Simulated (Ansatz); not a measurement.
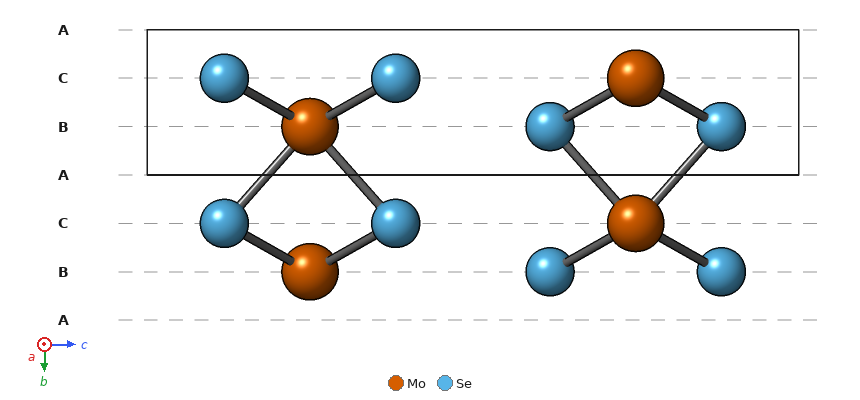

The picture looks along a close-packed row of the hexagonal mesh; c points to the right. The dashed lines mark the three columns A (0, 0), B (1/3, 2/3) and C (2/3, 1/3). The sequence starts with the first layer at or above the cell's origin.

The compound is MoSe2, taken as the geometry relaxed with Ansatz 0.2.0, DFT PBE+D3(BJ), scalar-relativistic, plane waves, PAW.

**List the layers of one repeat.**

Se(C) – Mo(B) – Se(C) – Se(B) – Mo(C) – Se(B) (six layers in 12.73 Å).

**How are the Se layers alone stacked?**

Se layers alone: CCBB, a sequence in which some neighbouring layers lie directly above each other.

**Which positions between or in the Se layers do the other atoms fill?**

Mo: two trigonal-prismatic sites, counted in one hexagonal cell. Two of the four gaps between Se layers are empty, 3.02 Å wide.

**What short polytype symbol fits?**

Polytype symbol 2H, the symbol of a layered MX2 polytype (number of slabs in the repeat and lattice).
